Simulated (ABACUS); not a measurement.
# Band-structure run, with input and output: PbS (part 2 of 3)

The same run, continued: PbS (Cmcm, 4 atoms in the cell); Kohn-Sham DFT of a periodic cell, PBE, spin-orbit coupling, PseudoDojo NC FR 0.4 PBE stringent, no spin polarisation (ABACUS 3.10.1); cutoff 1360.57 eV, 4×4×4 k-mesh, fermi-dirac of 0.05 eV. The structure derives from a Materials Project entry.

Geometry of the input (Å; fractional positions):
```
6.3421  0.0000  0.0000
-4.9778  3.9298  0.0000
0.0000  0.0000  4.2793
Pb 0.1306  0.8694  0.2500
Pb 0.8694  0.1306  0.7500
S  0.3548  0.6452  0.2500
S  0.6452  0.3548  0.7500
```

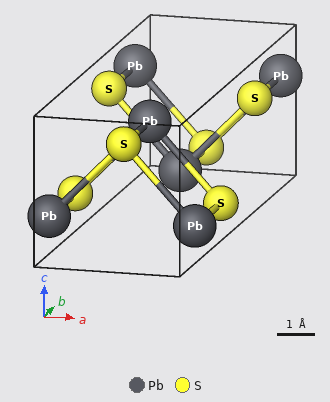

**Figure 1.** The structure as given in the input (ball-and-stick view of the cell 2 times as large as that of the calculation, set on its symmetry axes, seen slightly off an axis).

Log, continued:
```
----------------------------------------------------------
     Energy           Rydberg                 eV
----------------------------------------------------------
 E_KohnSham     -883.6091275891      -12022.1189400211
 E_Harris       -888.9409628237      -12094.6622800090
 E_Fermi        0.6717602841         9.1397675536
----------------------------------------------------------

 LCAO ALGORITHM --------------- ION=   1  ELEC=   2--------------------------------
total magnetism (Bohr mag/cell)	4.9242e-16	4.16645e-17	1.36898e-15
       absolute magnetism (Bohr mag/cell) = 6.72738e-15

 Density error is 0.0178992777823
----------------------------------------------------------
     Energy           Rydberg                 eV
----------------------------------------------------------
 E_KohnSham     -883.6427891531      -12022.5769290942
 E_Harris       -884.6395219701      -12036.1381747891
 E_Fermi        0.6897218128         9.3841466887
----------------------------------------------------------

 LCAO ALGORITHM --------------- ION=   1  ELEC=   3--------------------------------
total magnetism (Bohr mag/cell)	-1.0553e-16	-2.79297e-16	-1.43003e-16
       absolute magnetism (Bohr mag/cell) = 6.85204e-15

 Density error is 0.0101307490828
----------------------------------------------------------
     Energy           Rydberg                 eV
----------------------------------------------------------
 E_KohnSham     -883.6435903577      -12022.5878300431
 E_Harris       -883.8076199118      -12024.8195666192
 E_Fermi        0.6919126149         9.4139540813
----------------------------------------------------------

 LCAO ALGORITHM --------------- ION=   1  ELEC=   4--------------------------------
total magnetism (Bohr mag/cell)	-3.70725e-16	2.00888e-16	1.05276e-15
       absolute magnetism (Bohr mag/cell) = 7.98529e-15

 Density error is 0.000945310534407
----------------------------------------------------------
     Energy           Rydberg                 eV
----------------------------------------------------------
 E_KohnSham     -883.6436445935      -12022.5885679583
 E_Harris       -883.6128362432      -12022.1693988486
 E_Fermi        0.6921672895         9.4174191060
----------------------------------------------------------

 LCAO ALGORITHM --------------- ION=   1  ELEC=   5--------------------------------
total magnetism (Bohr mag/cell)	-4.362e-16	-3.01912e-16	-9.621e-16
       absolute magnetism (Bohr mag/cell) = 6.60112e-15

 Density error is 0.000523509341295
----------------------------------------------------------
     Energy           Rydberg                 eV
----------------------------------------------------------
 E_KohnSham     -883.6436556525      -12022.5887184242
 E_Harris       -883.5947284301      -12021.9230294114
 E_Fermi        0.6928192831         9.4262899346
----------------------------------------------------------

 LCAO ALGORITHM --------------- ION=   1  ELEC=   6--------------------------------
total magnetism (Bohr mag/cell)	6.0493e-16	-6.31557e-17	1.11243e-15
       absolute magnetism (Bohr mag/cell) = 7.00523e-15

 Density error is 0.000109904623737
----------------------------------------------------------
     Energy           Rydberg                 eV
----------------------------------------------------------
 E_KohnSham     -883.6436611507      -12022.5887932307
 E_Harris       -883.6446531808      -12022.6022904923
 E_Fermi        0.6926452543         9.4239221514
----------------------------------------------------------

 LCAO ALGORITHM --------------- ION=   1  ELEC=   7--------------------------------
total magnetism (Bohr mag/cell)	4.05522e-16	-1.65096e-17	8.01928e-16
       absolute magnetism (Bohr mag/cell) = 7.34151e-15

 Density error is 2.44112731006e-05
----------------------------------------------------------
     Energy           Rydberg                 eV
----------------------------------------------------------
 E_KohnSham     -883.6436611770      -12022.5887935883
 E_Harris       -883.6400821238      -12022.5400980713
 E_Fermi        0.6927001161         9.4246685847
----------------------------------------------------------

 LCAO ALGORITHM --------------- ION=   1  ELEC=   8--------------------------------
total magnetism (Bohr mag/cell)	-3.53008e-16	6.20427e-16	-1.87292e-15
       absolute magnetism (Bohr mag/cell) = 6.72034e-15

 Density error is 6.32975935924e-06
----------------------------------------------------------
     Energy           Rydberg                 eV
----------------------------------------------------------
 E_KohnSham     -883.6436611803      -12022.5887936333
 E_Harris       -883.6429719745      -12022.5794165071
 E_Fermi        0.6927064667         9.4247549879
----------------------------------------------------------

 LCAO ALGORITHM --------------- ION=   1  ELEC=   9--------------------------------
total magnetism (Bohr mag/cell)	2.1738e-16	-7.20329e-17	-1.48194e-15
       absolute magnetism (Bohr mag/cell) = 7.09025e-15

 Density error is 1.81797186917e-06
----------------------------------------------------------
     Energy           Rydberg                 eV
----------------------------------------------------------
 E_KohnSham     -883.6436611810      -12022.5887936425
 E_Harris       -883.6436144652      -12022.5881580418
 E_Fermi        0.6927059087         9.4247473964
----------------------------------------------------------

 LCAO ALGORITHM --------------- ION=   1  ELEC=  10--------------------------------
total magnetism (Bohr mag/cell)	1.96044e-16	-2.1937e-16	3.38659e-16
       absolute magnetism (Bohr mag/cell) = 6.29559e-15

 Density error is 6.28240157366e-07
----------------------------------------------------------
     Energy           Rydberg                 eV
----------------------------------------------------------
 E_KohnSham     -883.6436611810      -12022.5887936429
 E_Harris       -883.6436569298      -12022.5887358027
 E_Fermi        0.6927076644         9.4247712843
----------------------------------------------------------

 LCAO ALGORITHM --------------- ION=   1  ELEC=  11--------------------------------
total magnetism (Bohr mag/cell)	-5.25161e-16	-2.3114e-16	3.42729e-15
       absolute magnetism (Bohr mag/cell) = 7.23189e-15

 Density error is 5.22600855221e-08
----------------------------------------------------------
     Energy           Rydberg                 eV
----------------------------------------------------------
 E_KohnSham     -883.6436611810      -12022.5887936433
 E_KS(sigma->0) -883.6436611571      -12022.5887933184
 E_Harris       -883.6436559672      -12022.5887227062
 E_band         -107.5207046645      -1462.8942364130
 E_one_elec     -529.8114254059      -7208.4542510227
 E_Hartree      264.0249413448       3592.2436164051
 E_xc           -148.5559002352      -2021.2067147177
 E_Ewald        -469.3012768370      -6385.1714436581
 E_entropy(-TS) -0.0000000478        -0.0000006498
 E_descf        0.0000000000         0.0000000000
 E_exx          0.0000000000         0.0000000000
 E_Fermi        0.6927071609         9.4247644333
----------------------------------------------------------

 charge density convergence is achieved
 final etot is -12022.588794 eV
 EFERMI = 9.4247644333 eV

 STATE ENERGY(eV) AND OCCUPATIONS    NSPIN == 4
 1/64 kpoint (Cartesian) = 0.0000 0.0000 0.0000 (3024 pws)
       1       -130.048      0.0156250
       2       -130.048      0.0156250
       3       -130.048      0.0156250
       4       -130.048      0.0156250
       5       -87.1537      0.0156250
       6       -87.1537      0.0156250
       7       -87.1024      0.0156250
       8       -87.1024      0.0156250
       9       -65.8077      0.0156250
      10       -65.8077      0.0156250
      11       -65.8057      0.0156250
      12       -65.8057      0.0156250
      13       -65.8018      0.0156250
      14       -65.8018      0.0156250
      15       -65.7844      0.0156250
      16       -65.7844      0.0156250
      17       -8.89852      0.0156250
      18       -8.89852      0.0156250
      19       -8.89628      0.0156250
      20       -8.89628      0.0156250
      21       -8.89200      0.0156250
      22       -8.89200      0.0156250
      23       -8.88293      0.0156250
      24       -8.88293      0.0156250
      25       -6.43749      0.0156250
      26       -6.43749      0.0156250
      27       -6.37122      0.0156250
      28       -6.37122      0.0156250
      29       -6.35128      0.0156250
      30       -6.35128      0.0156250
      31       -6.34853      0.0156250
      32       -6.34853      0.0156250
      33       -6.32812      0.0156250
      34       -6.32812      0.0156250
      35       -6.28386      0.0156250
      36       -6.28386      0.0156250
      37       -4.06018      0.0156250
      38       -4.06018      0.0156250
      39       -2.25896      0.0156250
      40       -2.25896      0.0156250
      41        2.12326      0.0156250
      42        2.12326      0.0156250
      43        3.08589      0.0156250
      44        3.08589      0.0156250
      45        4.68882      0.0156250
      46        4.68882      0.0156250
      47        5.98165      0.0156250
      48        5.98165      0.0156250
      49        6.60123      0.0156250
      50        6.60123      0.0156250
      51        7.23025      0.0156250
      52        7.23025      0.0156250
      53        7.53944      0.0156250
      54        7.53944      0.0156250
      55        8.48271      0.0156250
      56        8.48271      0.0156250
      57        12.9639    2.84162e-33
      58        12.9639    2.84162e-33
      59        13.3271    1.98706e-36
      60        13.3271    1.98706e-36
      61        14.0323    1.49129e-42
      62        14.0323    1.49129e-42
      63        14.4976    1.35506e-46
      64        14.4976    1.35506e-46
      65        14.9918    6.90274e-51
      66        14.9918    6.90274e-51
      67        15.5550    8.85818e-56
      68        15.5550    8.85818e-56
      69        15.6937    5.52289e-57
      70        15.6937    5.52289e-57
      71        16.1250    9.91319e-61
      72        16.1250    9.91319e-61
      73        16.6125    5.77783e-65
      74        16.6125    5.77783e-65
      75        18.7008    4.19566e-83
      76        18.7008    4.19566e-83
      77        19.1153    1.05481e-86
      78        19.1153    1.05481e-86
      79        19.3896    4.36423e-89
      80        19.3896    4.36423e-89

 2/64 kpoint (Cartesian) = 0.039419 0.049931 0.0000 (3029 pws)
       1       -130.048      0.0156250
       2       -130.048      0.0156250
       3       -130.048      0.0156250
       4       -130.048      0.0156250
       5       -87.1729      0.0156250
       6       -87.1729      0.0156250
       7       -87.1196      0.0156250
       8       -87.1196      0.0156250
       9       -65.8174      0.0156250
      10       -65.8174      0.0156250
      11       -65.8081      0.0156250
      12       -65.8081      0.0156250
      13       -65.8060      0.0156250
      14       -65.8060      0.0156250
      15       -65.7874      0.0156250
      16       -65.7874      0.0156250
      17       -8.89984      0.0156250
      18       -8.89984      0.0156250
      19       -8.89260      0.0156250
      20       -8.89260      0.0156250
      21       -8.88625      0.0156250
      22       -8.88625      0.0156250
      23       -8.88272      0.0156250
      24       -8.88272      0.0156250
      25       -6.41927      0.0156250
      26       -6.41927      0.0156250
      27       -6.37021      0.0156250
      28       -6.37021      0.0156250
      29       -6.34310      0.0156250
      30       -6.34310      0.0156250
      31       -6.34149      0.0156250
      32       -6.34149      0.0156250
      33       -6.33339      0.0156250
      34       -6.33339      0.0156250
      35       -6.29571      0.0156250
      36       -6.29571      0.0156250
      37       -3.67582      0.0156250
      38       -3.67582      0.0156250
      39       -2.31018      0.0156250
      40       -2.31018      0.0156250
      41        1.42246      0.0156250
      42        1.42246      0.0156250
      43        2.21484      0.0156250
      44        2.21484      0.0156250
      45        5.32569      0.0156250
      46        5.32569      0.0156250
      47        6.52158      0.0156250
      48        6.52158      0.0156250
      49        7.07531      0.0156250
      50        7.07531      0.0156250
      51        7.72284      0.0156250
      52        7.72284      0.0156250
      53        8.08733      0.0156250
      54        8.08733      0.0156250
      55        8.47337      0.0156250
      56        8.47337      0.0156250
      57        11.1182    3.05669e-17
      58        11.1182    3.05669e-17
      59        12.2200    8.22479e-27
      60        12.2200    8.22479e-27
      61        12.8339    3.82489e-32
      62        12.8339    3.82489e-32
      63        13.2849    4.62581e-36
      64        13.2849    4.62581e-36
      65        13.7261    6.80628e-40
      66        13.7261    6.80628e-40
      67        14.9466    1.70480e-50
      68        14.9466    1.70480e-50
      69        16.4729    9.43781e-64
      70        16.4729    9.43781e-64
      71        17.2541    1.54410e-70
      72        17.2541    1.54410e-70
      73        17.6337    7.79605e-74
      74        17.6337    7.79605e-74
      75        17.8090    2.34075e-75
      76        17.8090    2.34075e-75
      77        19.5032        0.00000
      78        19.5032        0.00000
      79        20.9826        0.00000
      80        20.9826        0.00000

 3/64 kpoint (Cartesian) = 0.078839 0.099862 0.0000 (3019 pws)
       1       -130.048      0.0156250
       2       -130.048      0.0156250
       3       -130.048      0.0156250
       4       -130.048      0.0156250
       5       -87.1755      0.0156250
       6       -87.1755      0.0156250
       7       -87.1459      0.0156250
       8       -87.1459      0.0156250
       9       -65.8191      0.0156250
      10       -65.8191      0.0156250
      11       -65.8156      0.0156250
      12       -65.8156      0.0156250
      13       -65.8060      0.0156250
      14       -65.8060      0.0156250
      15       -65.7933      0.0156250
      16       -65.7933      0.0156250
      17       -8.90091      0.0156250
      18       -8.90091      0.0156250
      19       -8.89156      0.0156250
      20       -8.89156      0.0156250
      21       -8.88201      0.0156250
      22       -8.88201      0.0156250
      23       -8.87829      0.0156250
      24       -8.87829      0.0156250
      25       -6.39114      0.0156250
      26       -6.39114      0.0156250
      27       -6.38886      0.0156250
      28       -6.38886      0.0156250
      29       -6.33950      0.0156250
      30       -6.33950      0.0156250
      31       -6.32926      0.0156250
      32       -6.32926      0.0156250
      33       -6.32685      0.0156250
      34       -6.32685      0.0156250
      35       -6.30936      0.0156250
      36       -6.30936      0.0156250
      37       -2.87487      0.0156250
      38       -2.87487      0.0156250
      39       -2.72871      0.0156250
      40       -2.72871      0.0156250
      41       0.766951      0.0156250
      42       0.766951      0.0156250
      43        1.49590      0.0156250
      44        1.49590      0.0156250
```
